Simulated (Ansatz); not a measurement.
System: H2ClF (amorphous cell).

Input

```
accuracy: low
crystal:
  lattice:
    - [6.122483, 0.0, 0.0]
    - [0.0, 6.122483, 0.0]
    - [0.0, 0.0, 6.122483]
  atoms:
    - { symbol: F, position: [0.6020731, 0.1273542, 0.2913164] }
    - { symbol: H, position: [0.6140943, 0.094407, 0.1428684] }
    - { symbol: F, position: [0.9132727, 0.2191093, 0.6629649] }
    - { symbol: H, position: [0.9411855, 0.1113357, 0.7672364] }
    - { symbol: F, position: [0.5180631, 0.7870442, 0.4847532] }
    - { symbol: H, position: [0.4569209, 0.8021373, 0.3458264] }
    - { symbol: Cl, position: [1.0262383, 0.7369426, 0.1050662] }
    - { symbol: H, position: [0.9187146, 0.675043, 0.2733337] }
    - { symbol: Cl, position: [0.5334632, 0.455767, 0.8359777] }
    - { symbol: H, position: [0.5261451, 0.5327148, 1.0302259] }
    - { symbol: Cl, position: [0.1460968, 0.250257, 0.280335] }
    - { symbol: H, position: [0.086856, 0.2621729, 0.0801964] }
basis:
  ecutwfc: 500.0
kpoints:
  mp_grid: { grid: [1, 1, 1] }
hamiltonian:
  xc: r2scan
  dispersion: d3bj
scf:
  occupations: { method: fermi_dirac, width: 0.05 }
  lower_state_search: "off"
relax:
  f_tol: 0.3
  max_steps: 15
  adjacent_minimum: "off"
output:
  write_density: true
  write_potential: true
  elf: true
  volumetric_format: npy
```

Run with:

```sh
ansatz run input.yaml --threads 1 --pin off --max-ram 3072MiB --backend cpu --events-out ev --progress --plain --runs-dir out
```

The fields are those of the relaxed geometry.

Theory: Ansatz, DFT r2SCAN-D3(BJ), scalar-relativistic, plane waves, PAW.

**Predict the valence pseudo-density and electron localisation function between the atoms.**

F–H (0.95 Å): ρ is about 4.5 e/Å³ halfway; the ELF climbs to about 0.95 towards the hydrogen, as it does in any bond to H: an ordinary covalent bond to hydrogen.

**Metal or insulator at this level of theory?**

It is gapped, with a Kohn–Sham gap of 6.3 eV at the Γ point, the only k-point used.

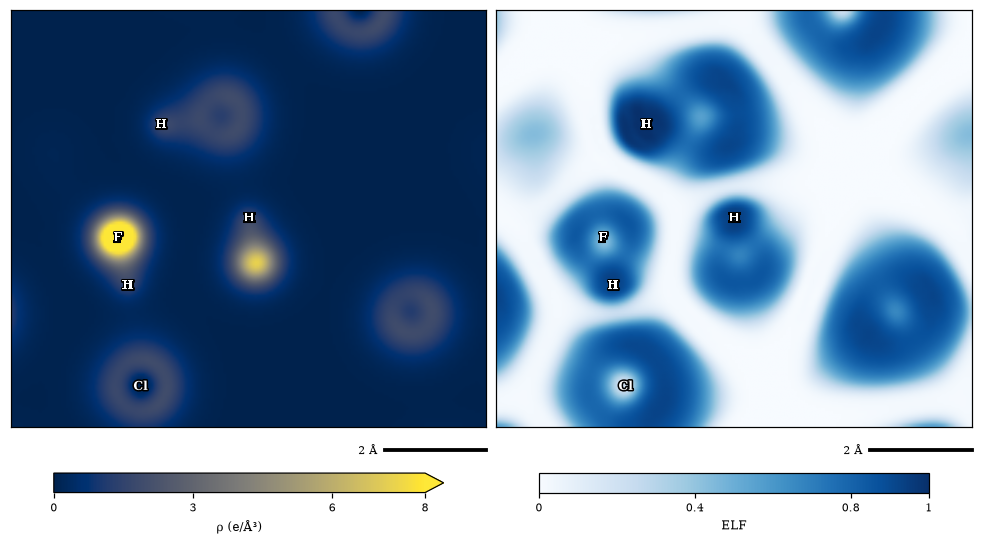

Computed valence pseudo-density and electron localisation function on the (111) plane of the calculation cell, in this order. Atoms just off the plane (F, 0.4 Å away and Cl, 0.3 Å away) can leave unmarked features too.

The density is the valence pseudo-density of a PAW calculation; it isn't the true density close to the nuclei.
